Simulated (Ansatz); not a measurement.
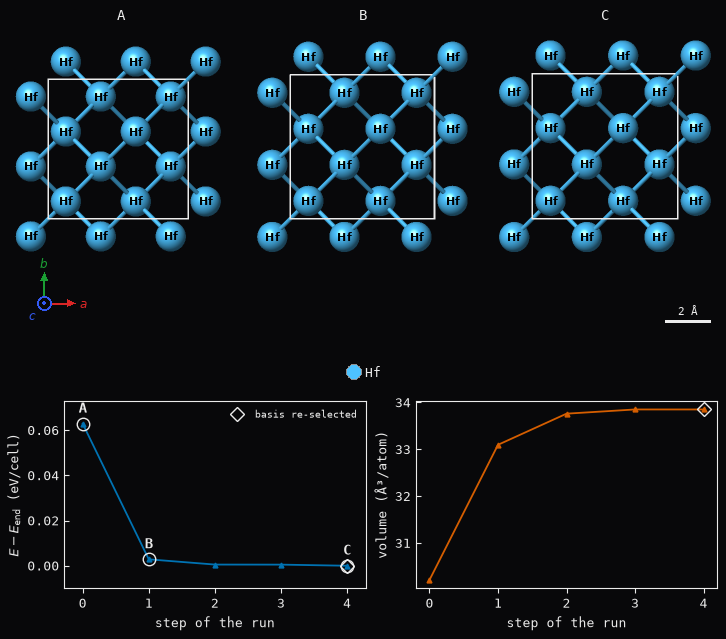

Frames of a relaxation of solid Hf (a generated structure, set up in Fd-3m), marked on the history of the run. Style: ball-and-stick. Shown: the conventional cell (4 times the calculation's cell), along the c axis. Lengths and directions refer to the drawn axes.

Phase: diamond.

These are results of DFT, r2SCAN, plane waves (500 eV) with PAW, scalar-relativistic in Ansatz, not measurements.

Input
```yaml
crystal:
  lattice:
    - [0.0, 3.114582262, 3.114582262]
    - [3.114582262, 0.0, 3.114582262]
    - [3.114582262, 3.114582262, 0.0]
  atoms:
    - { symbol: Hf, position: [0.125, 0.125, 0.125] }
    - { symbol: Hf, position: [0.875, 0.875, 0.875] }
hamiltonian:
  xc: r2scan
  pseudopotentials:
    kind: paw
    azcp:
      Hf: "pseudopotentials/Hf.paw.azcp"
basis:
  ecutwfc: 500
  fft_grid_basis: typed
kpoints:
  mp_grid: { grid: [9, 9, 9], shift: [0, 0, 0] }
magnetization:
  spin_polarized: false
scf:
  occupations: { method: fermi_dirac, width: 0.1 }
relax:
  max_steps: 60
  f_tol: 0.01
  cell: {}
output:
  write_density: true
  write_potential: true
  elf: true
  volumetric_format: npy
```

Command:
```bash
ansatz run input.yaml --threads 1 --pin off --max-ram 3584MiB --backend cpu --events-out ev --progress --plain --runs-dir out
```

Question: What happens along the run?

Answer: Over 3 accepted moves (4 points after the start) the energy falls by 62.9 meV per cell of the calculation. All forces vanish by symmetry, so only the cell relaxes. The pressure goes from 3.02 to 0.01 GPa. At 1 point the geometry stayed and the basis and grid were re-selected for the new cell (energy shift of 0.5 meV per cell of the calculation at most each time). No atom moves by more than 0.005 Å relative to the cell. Cell: a = b = c 6.229 → 6.470 Å (+3.9 %). Volume +12.0 %. Among the contacts that change: Hf1–Hf2 2.697 → 2.801 Å. The space group stays Fd-3m (No. 227). From step 0 to 1: volume +9.5 %, energy −60.1 meV per cell of the calculation. From step 1 to 4: volume +2.3 %, energy −2.8 meV per cell of the calculation.
